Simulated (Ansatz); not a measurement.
## Si: geometry relaxation

System: Si (8 atoms in the cell).
Method: DFT r2SCAN, scalar-relativistic, plane waves, PAW, no spin polarisation (Ansatz 0.2.0).

The structure derives from a Materials Project entry. It belongs to a series of runs on one base structure; here: 8 of 8 Ge sites taken by Si, cell and atoms relaxed. Figures and captions count atoms from 1; the log counts them from 0 in places.

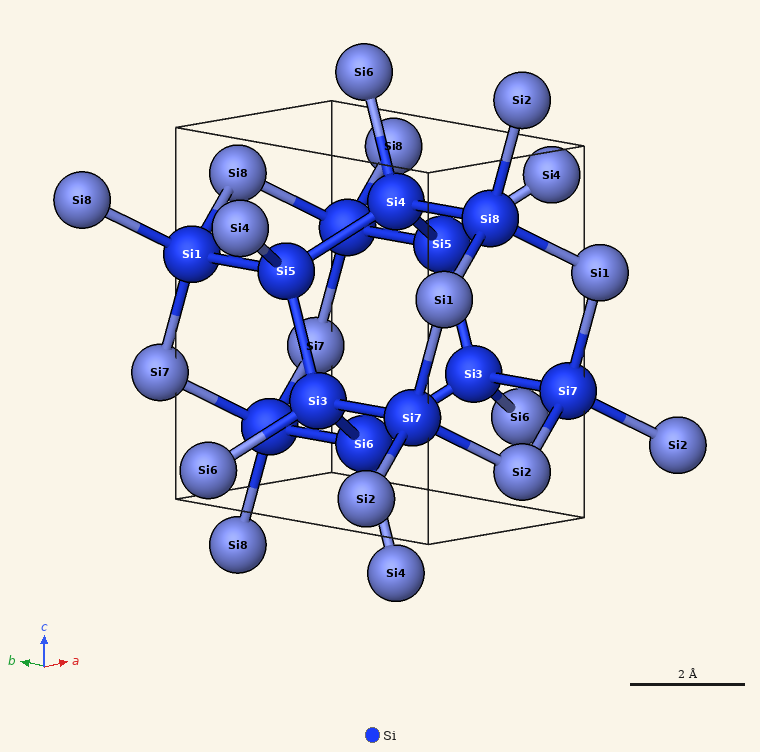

Figure 1. The input geometry (ball-and-stick view of the cell of the calculation, seen at an oblique angle; neighbours outside the cell are drawn fainter; atoms are numbered from 1 in the order of the input). An atom can appear more than once, as a periodic image.

## Input file
```yaml
crystal:
  lattice:
    - [-1.9159928947, -3.3185970407, 0.0]
    - [0.0, 0.0, -6.3427653862]
    - [5.7479786843, -3.3185970406, 0.0]
  atoms:
    - { symbol: Si, position: [0.0, 0.936921115, 0.6666666667] }
    - { symbol: Si, position: [0.5, 0.936921115, 0.1666666667] }
    - { symbol: Si, position: [0.0, 0.436921115, 0.3333333333] }
    - { symbol: Si, position: [0.5, 0.436921115, 0.8333333333] }
    - { symbol: Si, position: [0.0, 0.563078885, 0.6666666667] }
    - { symbol: Si, position: [0.5, 0.563078885, 0.1666666667] }
    - { symbol: Si, position: [0.0, 0.063078885, 0.3333333333] }
    - { symbol: Si, position: [0.5, 0.063078885, 0.8333333333] }
basis:
  ecutwfc: 500
kpoints:
  mp_grid: { grid: [10, 6, 6] }
hamiltonian:
  xc: r2scan
scf:
  occupations: { method: gaussian, width: 0.1 }
output:
  forces: true
  stress: true
  eigenvalues: true
relax:
  adjacent_minimum: "off"
  f_tol: 0.015
  max_steps: 60
  cell: { stress_tol: 0.15 }
```

Machine: 1 thread of Intel Xeon (Granite Rapids), 32 GiB of memory available, shared host.

Launched with:
```bash
ansatz run input.yaml --threads 1 --pin off --max-ram 2560MiB --backend cpu --events-out ev --progress --plain --runs-dir out
```

## Log
```
Engine: ansatz 0.2.0, x86_64-unknown-linux-gnu
Pseudopotentials: kind: paw
Pseudopotential: Si, paw, valence charge 4, recommended cutoff 500 eV (meta_gga), Si.paw.azcp
Functional definition: r2SCAN
  parameter k0 = 0.174
  parameter k1 = 0.065
  parameter a1 = 4.9479
  exchange = r2scan_x(k0 = k0, k1 = k1, a1 = a1)
  correlation = r2scan_c
Crystal: 8 atoms, lattice volume = 161.320 Å³
Basis set: ecut = 500 eV, 4071 PW (Γ), exchange–correlation on 120×192×200 points (64 copies of the dense FFT grid, shifted against one another)
Bands: 24, of which v1, the nominal top of the filled ones, is band 16 counted from 1 (15 counted from 0)
Symmetry: 16 space group operations
Space group: P63/mmc (ITA 194), of the structure as read, at distance tolerance 5.4e-5 Å
k-points: 96 of 360
Non-local potential: Si, projectors of the file, l = 0: 2, l = 1: 2, l = 2: 2
PAW form: soft (Blöchl's): semilocal exchange-correlation on the pseudo side does not see the compensation charge
PAW frozen core: Si, regenerated for the run's functional (the file was generated under x = pbe(κ = 0.804, μ = 0.2195149727645171), c = pbe(β = 0.06672455060314922))
PAW one-centre angular grid: Si, 302 points (default); XC on 160 Gauss nodes
Initial density: superposition of atomic densities (neutral atoms: chi_scale 0, normalization atom), corrected by the library's trained network
Initial wavefunctions: pseudopotential atomic-orbital guess
Functional: x = r2scan, c = r2scan; τ floored in thin density (d = 2e-4 eV/Å³)
SCF iter   1: F=—  HF=-5112.366677 eV  |F-HF|=—  |Δ(HF+E_count)|=         —  Δρ=3.55e-3  dr2=1.56e-2  dr2_τ=4.87e-2  ethr=1.77e-3  ⟨swp⟩=7.5  Hψ=13836  notcnv=0
preconditioner: auto → Resta (q_TF=auto, 2.084 Å⁻¹)  ε∞=4.9  [insulator: Δε(μ)=0.575 eV  Ē_g=8.351 eV  σ=0.100 eV  W_gap=1.00  n_scr=22 (ndim 8)  ℏωp=16.5 eV  f_vac=0.000  D(μ)=0.00/eV (n_scr^D=0)  ε∞_Penn≈4.9]
SCF iter   2: F=—  HF=-5112.430409 eV  |F-HF|=—  |Δ(HF+E_count)|=   6.37e-2  Δρ=2.39e-3  dr2=6.93e-3  dr2_τ=2.57e-5  ethr=4.87e-5  ⟨swp⟩=2.0  Hψ=5097  notcnv=0  defer=232
SCF iter   3: F=—  HF=-5112.429182 eV  |F-HF|=—  |Δ(HF+E_count)|=   1.23e-3  Δρ=4.14e-4  dr2=2.13e-4  dr2_τ=6.85e-6  ethr=2.17e-5  ⟨swp⟩=2.3  Hψ=3590  notcnv=0  defer=232
SCF iter   4: F=—  HF=-5112.429282 eV  |F-HF|=—  |Δ(HF+E_count)|=   9.96e-5  Δρ=6.13e-5  dr2=3.74e-6  dr2_τ=5.75e-8  ethr=6.66e-7  ⟨swp⟩=2.9  Hψ=3803  notcnv=0  defer=232
SCF iter   5: F=—  HF=-5112.429292 eV  |F-HF|=—  |Δ(HF+E_count)|=   9.91e-6  Δρ=1.15e-5  dr2=2.13e-7  dr2_τ=1.88e-9  ethr=1.17e-8  ⟨swp⟩=2.0  Hψ=3519  notcnv=0  defer=232
SCF iter   6: F=-5112.429292 eV  HF=-5112.429292 eV  |F-HF|=6.27e-9  |Δ(HF+E_count)|=   2.15e-7  Δρ=1.86e-6  dr2=6.06e-9  dr2_τ=9.58e-11  ethr=3.13e-10  ⟨swp⟩=9.2  Hψ=11406  notcnv=0
SCF 1 converged in 6 iterations: F = -5112.429292 eV  dr2 = 6.06e-9
  greatest PAW one-centre occupation: 0.643 electrons in one spin orbital (limit 2), on the Si atom at site 7 (counted from 0), in its partial waves of l = 0
relax step   1: F+E_penalty+E_count = -5112.42929198 eV  Δ(F+E_penalty+E_count) = +0.000e0 eV  max|allowed force component| = 4.802e-4 eV/Å  Δτ_max = 0.0000 Å  P = -0.010 GPa  Ω = 161.320 Å³  (6 SCF iters, dr2 threshold 1.00e-7 eV, accepted)
Initial density: handed on by an earlier stage of this run
Initial wavefunctions: pseudopotential atomic-orbital guess (no wavefunctions were taken with the density)
iter 1 solved again at ethr=3.98e-8 eV; its pass at ethr=3.10e-3 eV (dr2=1.27e-5 eV) is discarded
SCF iter   1: F=—  HF=-5112.429291 eV  |F-HF|=—  |Δ(HF+E_count)|=         —  Δρ=1.93e-6  dr2=6.23e-9  dr2_τ=1.01e-10  ethr=3.98e-8  ⟨swp⟩=3.8  Hψ=20937  notcnv=0
preconditioner: auto → Resta (q_TF=auto, 2.084 Å⁻¹)  ε∞=4.9  [insulator: Δε(μ)=0.609 eV  Ē_g=8.342 eV  σ=0.100 eV  W_gap=1.00  n_scr=22 (ndim 8)  ℏωp=16.5 eV  f_vac=0.000  D(μ)=0.00/eV (n_scr^D=0)  ε∞_Penn≈4.9]
SCF iter   2: F=—  HF=-5112.429292 eV  |F-HF|=—  |Δ(HF+E_count)|=   5.61e-7  Δρ=1.20e-6  dr2=2.67e-9  dr2_τ=1.47e-11  ethr=1.95e-11  ⟨swp⟩=2.6  Hψ=4039  notcnv=0
SCF iter   3: F=-5112.429292 eV  HF=-5112.429292 eV  |F-HF|=2.36e-11  |Δ(HF+E_count)|=   2.68e-9  Δρ=1.43e-7  dr2=3.72e-11  dr2_τ=1.97e-12  ethr=2.25e-12  ⟨swp⟩=4.7  Hψ=10601  notcnv=0
SCF 2 converged in 3 iterations: F = -5112.429292 eV  dr2 = 3.72e-11
relax step   2: F+E_penalty+E_count = -5112.42929198 eV  Δ(F+E_penalty+E_count) = -8.640e-10 eV  max|allowed force component| = 4.866e-4 eV/Å  Δτ_max = 0.0000 Å  P = -0.009 GPa  Ω = 161.320 Å³  stress off target by 2.96e-2 GPa  SCF on the basis re-selected at this cell (its energy is not comparable with the rows above)  (3 SCF iters)
```

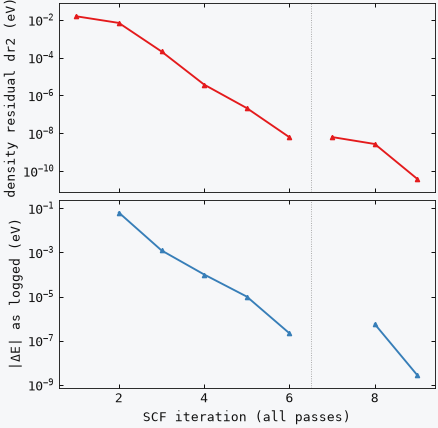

Figure 2. Convergence of the self-consistent field: density residual dr2 and size of the energy change against the SCF iteration. The dotted lines part the SCF passes of the relaxation: geometry steps, rejected trials and re-solves on a re-selected basis. The passes take 6 and 3 iterations.

```
basis re-selected at this cell: Δ(F+E_penalty+E_count) = -8.640e-10 eV, ΔP = +0.000 GPa vs the last step (what re-selecting the basis moved, of the pressure what is left beyond the Pulay correction that the steps carried, after the strain that the cell walked since its last selection, with what the two solves' SCF thresholds leave and, on support functions, any second-order correction that the steps lacked; it is no measure of the basis error at this ecutwfc). This SCF's stress stands 2.96e-2 GPa from its target on what of the cell is left free (relax.cell.stress_tol is 1.50e-1 GPa) and its largest allowed force component is 4.87e-4 eV/Å (relax.f_tol is 1.50e-2 eV/Å): within both
SCF converged after 3 iterations
Free energy (F): -5112.429292 eV
Harris-Foulkes:  -5112.429292 eV  (|F-HF|=2.36e-11)
Internal energy: -5112.429292 eV  (E = F + TS)
E sigma→0 (E₀):  -5112.429292 eV
Entropy (-TS):   -0.000000 eV (-0.000 meV/atom)
Fermi energy:    6.651226 eV
--- Per-component energies (eV) ---
  E_band       = 25.783911
  E_kinetic    = 323.291890
  E_local      = -217.294848  (includes V_loc(G=0)·N_el)
  E_nonlocal   = 199.907386
  E_hartree    = 61.096289
  E_xc         = -412.029108
  E_vxc        = -397.939086  (∫ρ·V_xc dr)
  E_paw        = -4156.054745  (= ΣΔE_a)
  E_vpaw       = -19.947318  (= ΣTr[D̂ρ^β])
  E_aug_tail   = 0.000035  (compensation charges beyond the density's cutoff)
  E_vtau       = 15.573245  (kinetic-family band-sum trace: ∫τ·v_τ [+ j·A + Jᵃ·Aᵃ] dr)
  E_ewald      = -910.734727
  E_core_change = -0.611464  (= ΣΔE_core)
  E_smearing   = -0.000000  (= −TS)
  E_closure    = 0.000000  (closes the sum)
  Σ components = -5112.429292   (vs F -5112.429292, Δ=0.00e0)
--- Forces (eV/Å), atoms counted from 1 ---
  atom   1  Si     0.00004479    -0.00002586     0.00048663
  atom   2  Si     0.00004479    -0.00002586     0.00048663
  atom   3  Si    -0.00004479     0.00002586     0.00048663
  atom   4  Si    -0.00004479     0.00002586     0.00048663
  atom   5  Si     0.00004479    -0.00002586    -0.00048663
  atom   6  Si     0.00004479    -0.00002586    -0.00048663
  atom   7  Si    -0.00004479     0.00002586    -0.00048663
  atom   8  Si    -0.00004479     0.00002586    -0.00048663
  max |Σ_I F_I| component: 9.54e-18 eV/Å
--- Stress (GPa, compression-positive) ---
       -0.001640       0.003908      -0.000000
        0.003908       0.002873       0.000000
        0.000000      -0.000000      -0.029566
  P = ⅓ Tr σ = -0.0094 GPa (-0.094 kbar)
--- Band table (eV; the first three rows and the last of 96) ---
  k-point 0: bands = ["-6.4196", "-4.1219", "-4.0303", "-2.4604", "-1.6167", "-1.1783", "0.1155", "1.4809", "3.1277", "3.2459", "4.7459", "4.7459", "4.8209", "5.9705", "6.3499", "6.3499", "6.9590", "7.7146", "8.5094", "8.5094", "8.8795", "8.9826", "9.5737", "9.6828"]
  k-point 1: bands = ["-6.3344", "-4.4945", "-3.9431", "-2.0253", "-2.0218", "-1.1329", "0.6758", "1.3275", "3.2008", "3.5533", "4.0562", "4.5678", "4.8916", "5.7229", "5.8449", "6.1882", "7.0451", "8.0852", "8.7451", "8.7766", "8.9660", "9.0646", "9.6331", "9.7201"]
  k-point 2: bands = ["-6.0812", "-5.1160", "-3.6833", "-2.6836", "-1.3209", "-1.0256", "1.2383", "1.7835", "2.8298", "3.4153", "4.1717", "4.1996", "4.4549", "5.0986", "5.4731", "5.8201", "7.2781", "7.9022", "9.2109", "9.3027", "9.3473", "9.7934", "9.8375", "9.9646"]
  k-point 95: bands = ["-3.3918", "-3.3918", "-3.3918", "-3.3918", "-1.2199", "-1.2199", "-1.2199", "-1.2199", "3.7632", "3.7632", "3.7632", "3.7632", "3.7949", "3.7949", "3.7949", "3.7949", "7.4872", "7.4872", "7.4872", "7.4872", "8.2345", "8.2345", "8.2345", "8.2345"]
--- Relaxed structure (1 steps of the walk, 1 accepted, 1 SCFs on fresh bases) ---
  F+E_penalty+E_count = -5112.42929198 eV   max|allowed force component| = 4.866e-4 eV/Å   (the final SCF, on the basis selected at the relaxed cell)
  cell:  # Å, volume = 161.3196 Å³
    - [-1.9159928947133795, -3.318597040692275, 0.0]
    - [0.0, 0.0, -6.3427653862]
    - [5.747978684313379, -3.3185970405768255, 0.0]
  atoms:
    - { symbol: Si, position: [0.0, 0.936921115, 0.6666666667000001] }
    - { symbol: Si, position: [0.5000000000000001, 0.936921115, 0.1666666667] }
    - { symbol: Si, position: [0.0, 0.4369211150000001, 0.33333333330000003] }
    - { symbol: Si, position: [0.5000000000000001, 0.4369211150000001, 0.8333333333000001] }
    - { symbol: Si, position: [0.0, 0.563078885, 0.6666666667000001] }
    - { symbol: Si, position: [0.5000000000000001, 0.563078885, 0.1666666667] }
    - { symbol: Si, position: [0.0, 0.063078885, 0.33333333330000003] }
    - { symbol: Si, position: [0.5000000000000001, 0.063078885, 0.8333333333000001] }
```

## Trajectory as extended XYZ (Å, eV, eV/Å), 2 frames, from step=1 to step=2
```
8
Lattice="-1.9160 -3.3186 0.0000 0.0000 0.0000 -6.3428 5.7480 -3.3186 0.0000" Properties=species:S:1:pos:R:3:forces:R:3 step=1 energy=-5112.42929 pressure_GPa=-0.01
Si    3.8320   -2.2124   -5.9427    0.0000   0.0000   0.0005
Si    0.0000   -2.2124   -5.9427    0.0000   0.0000   0.0005
Si    1.9160   -1.1062   -2.7713    0.0000   0.0000   0.0005
Si    3.8320   -4.4248   -2.7713    0.0000   0.0000   0.0005
Si    3.8320   -2.2124   -3.5715    0.0000   0.0000  -0.0005
Si    0.0000   -2.2124   -3.5715    0.0000   0.0000  -0.0005
Si    1.9160   -1.1062   -0.4001    0.0000   0.0000  -0.0005
Si    3.8320   -4.4248   -0.4001    0.0000   0.0000  -0.0005
8
Lattice="-1.9160 -3.3186 0.0000 0.0000 0.0000 -6.3428 5.7480 -3.3186 0.0000" Properties=species:S:1:pos:R:3:forces:R:3 step=2 energy=-5112.42929 pressure_GPa=-0.01
Si    3.8320   -2.2124   -5.9427    0.0000   0.0000   0.0005
Si    0.0000   -2.2124   -5.9427    0.0000   0.0000   0.0005
Si    1.9160   -1.1062   -2.7713    0.0000   0.0000   0.0005
Si    3.8320   -4.4248   -2.7713    0.0000   0.0000   0.0005
Si    3.8320   -2.2124   -3.5715    0.0000   0.0000  -0.0005
Si    0.0000   -2.2124   -3.5715    0.0000   0.0000  -0.0005
Si    1.9160   -1.1062   -0.4001    0.0000   0.0000  -0.0005
Si    3.8320   -4.4248   -0.4001    0.0000   0.0000  -0.0005
```

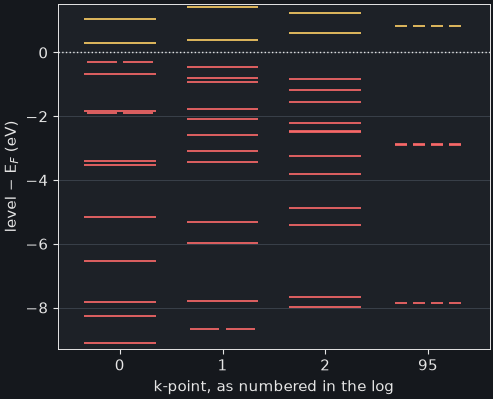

Figure 3. Kohn–Sham levels near the Fermi level (dotted) at the few k-points that the log prints; levels within 0.02 eV of each other stand side by side. Among these points the highest filled and lowest empty levels are 0.61 eV apart, which is the gap on the mesh.

## Results in brief

```json
{"quantity": "outcome", "value": "converged"}
{"quantity": "space group (tolerance 0.01 Å)", "value": "P6₃/mmc (194)"}
{"quantity": "electrons treated", "value": "32"}
{"quantity": "free energy", "value": "−5112.4293 eV"}
{"quantity": "Fermi energy", "value": "6.651 eV"}
{"quantity": "gap on the k-point mesh", "value": "0.61 eV"}
{"quantity": "pressure", "value": "−0.01 GPa"}
{"quantity": "final volume", "value": "161.32 Å³"}
{"quantity": "largest force (length of the vector) at the end", "value": "under 0.001 eV/Å"}
{"quantity": "final cell", "value": "a = 3.832 Å, b = 6.343 Å, c = 6.637 Å, α = 90.00°, β = 90.00°, γ = 90.00°"}
{"quantity": "wall time", "value": "52 s"}
{"quantity": "peak memory", "value": "0.95 GiB"}
```
